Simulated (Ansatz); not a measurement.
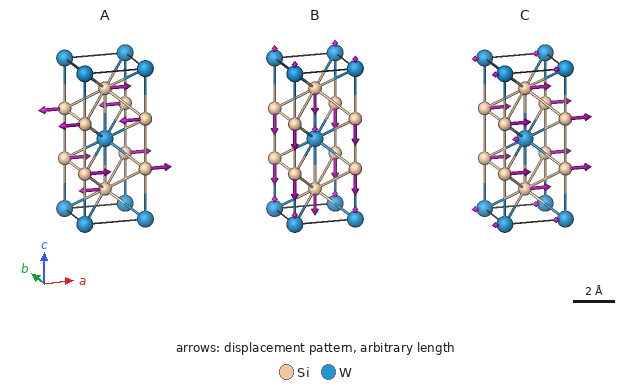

Modes of crystalline Si2W relaxed at 3 GPa, space group I4/mmm (No. 139), at the zone centre (one member of each degenerate set). The purple arrows are the displacements of the atoms (eigenvector over the root of the mass), of arbitrary overall length and sign. The picture is a ball-and-stick view of the conventional cell (2 times the calculation's cell), seen slightly off an axis. Lengths and directions refer to the drawn axes.

Method: Ansatz 0.2.0, DFT LDA, scalar-relativistic, plane waves, PAW.

The frequencies depend somewhat on the k-mesh and the smearing.

Question: Give the symmetry species and the selection rules of each.

Answer: A is E_g, Raman-active by symmetry (349 cm⁻¹). B is A₂u, infrared-active by symmetry (314 cm⁻¹). C is E_u, infrared-active by symmetry (271 cm⁻¹). The crystal has a centre of inversion, so no mode is both. In a metal the free carriers screen the infrared response.
